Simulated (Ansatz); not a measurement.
MoS₂: several calculations on one system

## 1. Relaxation

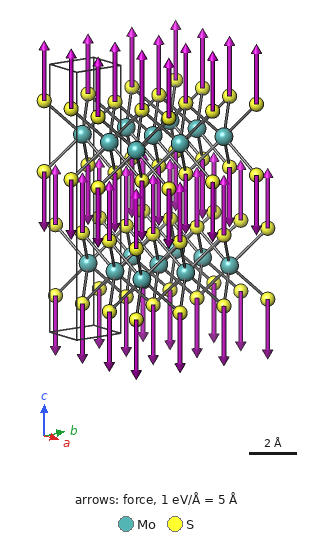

Starting geometry of a crystal of MoS2 (set up in P6_3/mmc) with the computed forces as purple arrows. Style: ball-and-stick. Shown: the cell of the calculation, repeated 3 × 3 × 1 with one cell outlined, slightly off an axis.

Case: volume × 0.94, shape and atoms relaxed.

All numbers below come from DFT PBE+D3(BJ), scalar-relativistic, plane waves, PAW (Ansatz 0.2.0). Set-up: plane-wave cutoff 420 eV; k-point mesh 12 × 12 × 4; occupations gaussian; smearing width 0.02 eV; no spin polarisation; cell relaxed at fixed volume; force threshold 0.01 eV/Å; at most 30 steps.

Question: What follows when this structure is relaxed?

Answer: It isn't relaxed: the largest force vector, on S atoms, is 0.53 eV/Å. The atoms end up moving mostly along the starting forces (cosine between the two patterns 1.00). The largest moves relative to the cell, 0.031 Å, are those of S atoms. Mo stays in place. The drawn cell changes at constant volume: a = b 3.101 → 3.115 Å (+0.4 %), c 11.718 → 11.617 Å (−0.9 %). Among the contacts that change: Mo–S 2.369 → 2.386 Å. The space group stays P6_3/mmc (No. 194). The energy falls by 31.2 meV per cell of the calculation in 3 accepted moves (4 points after the start). The largest force component goes from 0.53 to 0.00067 eV/Å. Pressure: 7.34 GPa at the start and 4.09 GPa at the end. The SCF was repeated once at an unchanged geometry on a basis and grid sized afresh for the cell, which shifted the energy by less than 0.05 meV per cell of the calculation at most.

## 2. Relaxation

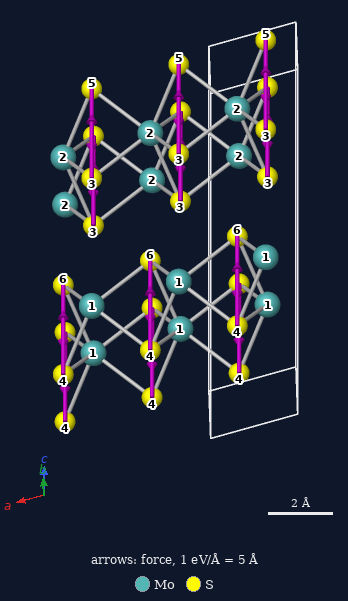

Starting geometry of a crystal of MoS2 (set up in P6_3/mmc) with the computed forces as purple arrows. The picture is a ball-and-stick view of the cell of the calculation, repeated 3 × 2 × 1 with one cell outlined, seen from a free direction.

Case: volume × 1.03, shape and atoms relaxed.

Theory: DFT PBE+D3(BJ), scalar-relativistic, plane waves, PAW in Ansatz 0.2.0.

Input file:
```yaml
crystal:
  lattice:
    - [3.1803512574, 0.0, 0.0]
    - [-1.5901756287, 2.7542649819, 0.0]
    - [0.0, 0.0, 12.2095625756]
  atoms:
    - { symbol: Mo, position: [0.3333333333, 0.6666666667, 0.25] }
    - { symbol: Mo, position: [0.6666666667, 0.3333333333, 0.75] }
    - { symbol: S, position: [0.3333333333, 0.6666666667, 0.6204902089] }
    - { symbol: S, position: [0.6666666667, 0.3333333333, 0.1204902089] }
    - { symbol: S, position: [0.3333333333, 0.6666666667, 0.8795097911] }
    - { symbol: S, position: [0.6666666667, 0.3333333333, 0.3795097911] }
basis:
  ecutwfc: 420
kpoints:
  mp_grid: { grid: [12, 12, 4] }
hamiltonian:
  xc: pbe
  dispersion: d3bj
scf:
  occupations: { method: gaussian, width: 0.02 }
output:
  forces: true
  stress: true
  eigenvalues: true
  write_density: true
  write_potential: true
  elf: true
  volumetric_format: npy
relax:
  adjacent_minimum: "off"
  f_tol: 0.01
  max_steps: 30
  cell: { stress_tol: 0.1, fix: [volume] }
```

Command:
```bash
ansatz run input.yaml --threads 2 --pin off --max-ram 5120MiB --backend cpu --events-out ev --progress --plain --runs-dir out
```

### What follows when this structure is relaxed?

It isn't relaxed: the largest force vector, on S atoms, is 0.45 eV/Å. The atoms end up moving mostly along the starting forces (cosine between the two patterns 1.00). The largest moves relative to the cell, 0.036 Å, are those of S3, S4, S5 and S6. S6 goes along −c. Mo stays in place. The drawn cell changes at constant volume: a = b 3.180 → 3.161 Å (−0.6 %), c 12.210 → 12.359 Å (+1.2 %). Among the contacts that change: Mo1–S4 2.423 → 2.404 Å. The space group stays P6_3/mmc (No. 194). Over 3 accepted moves (4 points after the start) the energy falls by 5.1 meV per atom. The largest force component goes from 0.45 to 0.0029 eV/Å. The pressure goes from −4.30 to −1.18 GPa. The SCF was repeated once at an unchanged geometry on a basis and grid sized afresh for the cell, which shifted the energy by less than 0.05 meV per atom at most. Cost: 30 s on 2 threads of Arm Neoverse V1 (shared host), peak memory 0.48 GiB.

## 3. A change

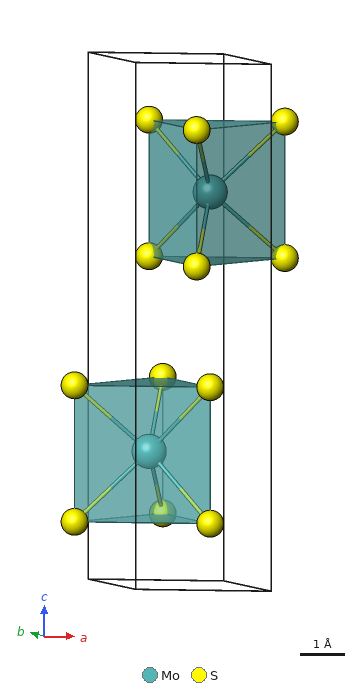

This is a crystal of MoS2 (set up in P6_3/mmc). Style: polyhedral. Shown: the cell of the calculation, from a free direction.

Computed with DFT PBE+D3(BJ), scalar-relativistic, plane waves, PAW in Ansatz. (plane-wave cutoff 420 eV; k-point mesh 12 × 12 × 4; occupations gaussian; smearing width 0.02 eV; no spin polarisation)

Now this is done to it. The volume is changed by +6.0 %. The cell's shape and the atoms are relaxed at that volume.

Q: Predict the response.

A: Energy change: +7.1 meV per atom. Pressure: 0.0 GPa before, −1.9 GPa after. Cell: a = b 3.149 → 3.170 Å (+0.6 %), c 12.090 → 12.650 Å (+4.6 %). Volume +6.0 %. The largest moves relative to the cell, 0.075 Å, are those of S atoms. Mo stays in place. Near-neighbour distances before and after: Mo–S 2.399 → 2.407 Å. The space group stays P6_3/mmc (No. 194).

Drawn alike, the variant:

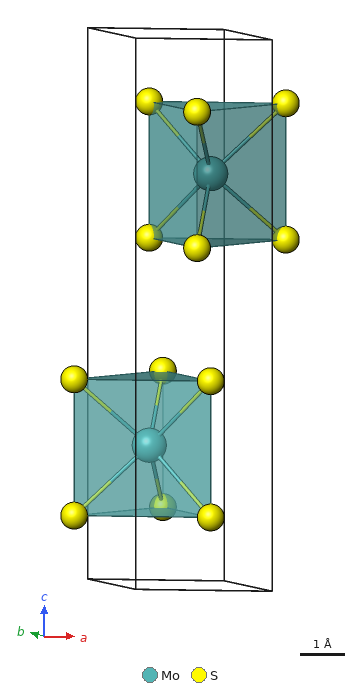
